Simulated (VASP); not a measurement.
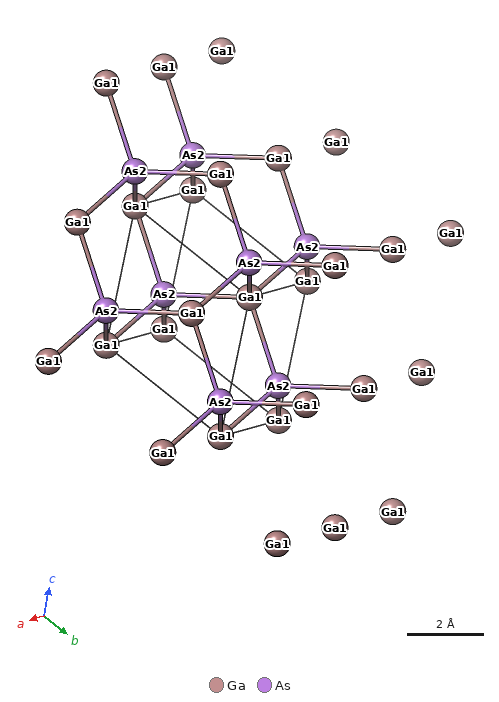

Fig. 1: The structure (ball-and-stick view of the reduced cell, repeated 2 × 2 × 2, seen slightly off an axis; atoms are numbered from 1 in the order of the input). Near neighbours in the crystal (not all of them lie inside the picture): Ga has 4 As at 2.45 Å; As has 4 Ga at 2.45 Å.

## What a change does: band-structure calculation on GaAs

System: GaAs (I-4m2, 2 atoms in the cell).
Method of the first run: DFT, PBE, plane waves, PAW (VASP 6.6.1).

The structure was built on a prototype by a generator. The geometry comes from this level: r2SCAN (a point of a series of strains). 

## INCAR, the first run
```
ENCUT = 520.000000
SIGMA = 0.020000
EDIFF = 1.00e-07
GGA = PE
PREC = Accurate
IBRION = -1
ISIF = 2
ISMEAR = -1
NBANDS = 16
NELM = 120
NSW = 0
LASPH = .TRUE.
LCHARG = .FALSE.
LWAVE = .FALSE.
LREAL = .FALSE.
```

## KPOINTS, the first run
```
KPOINTS created by Atomic Simulation Environment
0
Gamma
8 8 8
0 0 0
```

## KPOINTS_OPT, the first run
```
special points
6
Reciprocal
0.0000000000 0.0000000000 0.0000000000 1
-0.5000000000 -0.5000000000 0.0000000000 1
-0.3750000000 -0.3750000000 0.2500000000 1
-0.3750000000 0.0000000000 0.3750000000 1
0.0000000000 0.0000000000 0.5000000000 1
-0.5000000000 -0.2500000000 0.2500000000 1
```

## POSCAR, the first run
```
Ga As
 1.0000000000000000
     0.0000000000000000    2.8112703396000001    2.8516095965999999
     2.8112703396000001    0.0000000000000000    2.8516095965999999
     2.8112703396000001    2.8112703396000001    0.0000000000000000
 Ga  As
   1   1
Cartesian
  0.0000000000000000  0.0000000000000000  0.0000000000000000
  1.4056351698000000  1.4056351698000000  1.4258047983000000
```

Launched with:
```bash
mpirun -np 1 vasp_std
```

Hardware: 1 CPU thread, shared host.

## OSZICAR and lines of OUTCAR (the first run)
```
N       E                     dE             d eps       ncg     rms          rms(c)
DAV:   1     0.825630667064E+02    0.82563E+02   -0.89647E+03  1968   0.152E+03
DAV:   2    -0.177931552829E+01   -0.84342E+02   -0.80371E+02  2144   0.312E+02
DAV:   3    -0.830753775387E+01   -0.65282E+01   -0.65068E+01  2320   0.665E+01
DAV:   4    -0.840336411687E+01   -0.95826E-01   -0.95815E-01  2424   0.888E+00
DAV:   5    -0.840464873596E+01   -0.12846E-02   -0.12846E-02  2360   0.944E-01    0.291E+00
DAV:   6    -0.826231286411E+01    0.14234E+00   -0.21159E-01  2912   0.795E+00    0.176E+00
DAV:   7    -0.824229184913E+01    0.20021E-01   -0.64336E-02  2320   0.183E+00    0.561E-01
DAV:   8    -0.824311750824E+01   -0.82566E-03   -0.10297E-02  2288   0.114E+00    0.110E-01
DAV:   9    -0.824351579335E+01   -0.39829E-03   -0.94066E-04  2384   0.359E-01    0.504E-02
DAV:  10    -0.824358164005E+01   -0.65847E-04   -0.72139E-05  2544   0.889E-02    0.274E-02
DAV:  11    -0.824363181339E+01   -0.50173E-04   -0.70312E-05  2088   0.631E-02    0.306E-03
DAV:  12    -0.824363209132E+01   -0.27793E-06   -0.11989E-06  2472   0.153E-02    0.143E-03
DAV:  13    -0.824363240239E+01   -0.31107E-06   -0.52919E-07  2288   0.509E-03    0.679E-04
DAV:  14    -0.824363239006E+01    0.12339E-07   -0.86269E-09  1856   0.972E-04
   1 F= -.82436324E+01 E0= -.82436324E+01  d E =-.922799E-08
       N       E                     dE             ncg
DAV:   1     0.216820378543E+04   -0.35329E+04      200
DAV:   2     0.168877423392E+04   -0.47943E+03      208
DAV:   3     0.165208045917E+04   -0.36694E+02      224
DAV:   4     0.165151079988E+04   -0.56966E+00      248
DAV:   5     0.165150325198E+04   -0.75479E-02      232
DAV:   6     0.165150293298E+04   -0.31900E-03      304
DAV:   7     0.165150293134E+04   -0.16471E-05      248
DAV:   8     0.165150293128E+04   -0.60851E-07      216
[... from OUTCAR:]
   NELECT =      18.0000    total number of electrons
 E-fermi :   4.2440
  free  energy   TOTEN  =        -8.2436323901 eV
  energy  without entropy=       -8.2436323808  energy(sigma->0) =       -8.24363239
```

The input of the second run differs as follows (lines with − go, lines with + come):
```diff
-SIGMA = 0.020000
+SIGMA = 0.010000
-GGA = PE
+ALGO = Normal
+METAGGA = R2SCAN
-ISMEAR = -1
+ISMEAR = 0
```

What does this change do to the results?

The total energies belong to different methods, so their difference says nothing on which is more stable or more accurate. The gap on the mesh goes from 0.51 to 0.98 eV. The pressure goes from 3.64 to 0.79 GPa. The functional changes from PBE to R2SCAN. The SCF takes 15 iterations against 14.

## OSZICAR and lines of OUTCAR (the second run)
```
N       E                     dE             d eps       ncg     rms          rms(c)
DAV:   1     0.643283400280E+02    0.64328E+02   -0.92188E+03  1968   0.157E+03
DAV:   2    -0.222522932175E+02   -0.86581E+02   -0.82489E+02  2144   0.321E+02
DAV:   3    -0.290283480142E+02   -0.67761E+01   -0.67544E+01  2280   0.687E+01
DAV:   4    -0.291279996362E+02   -0.99652E-01   -0.99639E-01  2448   0.923E+00
DAV:   5    -0.291293135450E+02   -0.13139E-02   -0.13139E-02  2304   0.975E-01    0.319E+00
DAV:   6    -0.270544966464E+02    0.20748E+01   -0.50132E-01  2248   0.131E+01    0.193E+00
DAV:   7    -0.270468348116E+02    0.76618E-02   -0.16564E-01  2208   0.340E+00    0.861E-01
[...]
   1 F= -.27050856E+02 E0= -.27050856E+02  d E =-.195152E-62
       N       E                     dE             ncg
DAV:   1     0.212669357196E+04   -0.35744E+04      200
DAV:   2     0.162938393201E+04   -0.49731E+03      208
DAV:   3     0.159125211590E+04   -0.38132E+02      224
DAV:   4     0.159066743095E+04   -0.58468E+00      248
DAV:   5     0.159065959945E+04   -0.78315E-02      240
DAV:   6     0.159065926786E+04   -0.33159E-03      304
DAV:   7     0.159065926571E+04   -0.21570E-05      240
DAV:   8     0.159065926561E+04   -0.97792E-07      208
[... from OUTCAR:]
   NELECT =      18.0000    total number of electrons
 E-fermi :   3.8464
  free  energy   TOTEN  =       -27.0508556378 eV
  energy  without entropy=      -27.0508556378  energy(sigma->0) =      -27.05085564
```

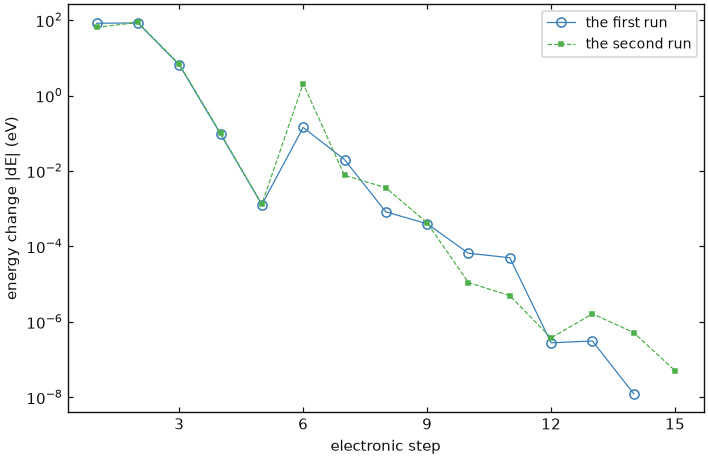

Fig. 2: Convergence of the two runs: energy change |dE| against the electronic step. The first run takes 14 steps in all, and the second run takes 15.

## The two runs side by side

```tsv
quantity	the first run	the second run
outcome	converged	converged
free energy per atom (eV)	−4.1218	−13.5254
gap on the mesh (eV)	0.51	0.98
pressure (GPa)	3.64	0.79
largest force (eV/Å)	0.000	0.000
SCF iterations	14	15
irreducible k-points	59	59
```
